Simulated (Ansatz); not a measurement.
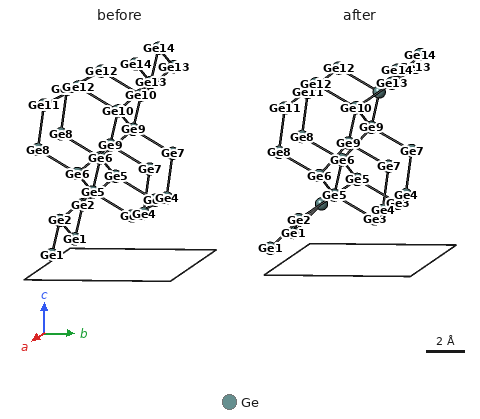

The structure of a slab of composition Ge (cut from the P6_3/mmc phase) before (left) and after (right) a relaxation, at one scale.

The picture is a ball-and-stick view of the 2 × 1 repeat of the cell, outlined in the plane, without the vacuum, seen slightly off an axis.

Case: (1 0 1) slab, atoms relaxed. The slab is the (1 0 1) face of Ge.

Method: Ansatz, DFT PBEsol, scalar-relativistic, plane waves, PAW.

The input:
```yaml
crystal:
  lattice:
    - [3.9969678637, 0.0, 0.0]
    - [-1.9984839318, 7.4494192467, 0.0]
    - [0.0, 0.0, 25.6026356809]
  atoms:
    - { symbol: Ge, position: [0.5606496139, 0.1212992279, 0.2929385901] }
    - { symbol: Ge, position: [0.0473066254, 0.0946132507, 0.3479078813] }
    - { symbol: Ge, position: [0.3152993319, 0.6305986638, 0.3678608551] }
    - { symbol: Ge, position: [0.9006131467, 0.8012262934, 0.3927034592] }
    - { symbol: Ge, position: [0.1686058532, 0.3372117065, 0.412656433] }
    - { symbol: Ge, position: [0.6552628647, 0.3105257293, 0.4676257241] }
    - { symbol: Ge, position: [0.9232555712, 0.8465111424, 0.487578698] }
    - { symbol: Ge, position: [0.508569386, 0.017138772, 0.512421302] }
    - { symbol: Ge, position: [0.7765620925, 0.5531241851, 0.5323742759] }
    - { symbol: Ge, position: [0.263219104, 0.5264382079, 0.587343567] }
    - { symbol: Ge, position: [0.5312118105, 0.062423621, 0.6072965408] }
    - { symbol: Ge, position: [0.1165256253, 0.2330512506, 0.6321391449] }
    - { symbol: Ge, position: [0.3845183319, 0.7690366637, 0.6520921187] }
    - { symbol: Ge, position: [0.8711753433, 0.7423506865, 0.7070614099] }
basis:
  ecutwfc: 420
kpoints:
  mp_grid: { grid: [9, 5, 1] }
hamiltonian:
  xc: pbesol
scf:
  occupations: { method: gaussian, width: 0.1 }
output:
  forces: true
  eigenvalues: true
  write_density: true
  write_potential: true
  elf: true
  volumetric_format: npy
relax:
  adjacent_minimum: "off"
  f_tol: 0.02
  max_steps: 60
efield:
  axis: 3
  dipole_correction: true
  ramp_width: 0.04
```

Run as
```bash
ansatz run input.yaml --threads 1 --pin off --max-ram 2560MiB --backend cpu --events-out ev --progress --plain --runs-dir out
```

### Summarise the run.

The run was cut off at its time limit before the relaxation converged, so the last structure is only a point on the way. Over 8 geometry steps the energy falls by 1.093 eV per cell of the calculation. The largest force component goes from 0.38 to 0.24 eV/Å. The largest moves relative to the layer's centre, 1.22 Å, are those of Ge1 and Ge14. Ge14 goes at 78° to the normal (−c side). The cell stays as it was. Among the contacts that change: Ge13–Ge14 2.452 → 2.501 Å, Ge10–Ge12 2.468 → 2.513 Å, Ge5–Ge6 2.452 → 2.488 Å, Ge4–Ge7 2.452 → 2.433 Å. Bond angles that change, for instance: Ge11–Ge13–Ge14 109.8° → 85.6°, Ge10–Ge13–Ge14 109.2° → 125.4°, Ge12–Ge11–Ge13 109.8° → 100.3°.
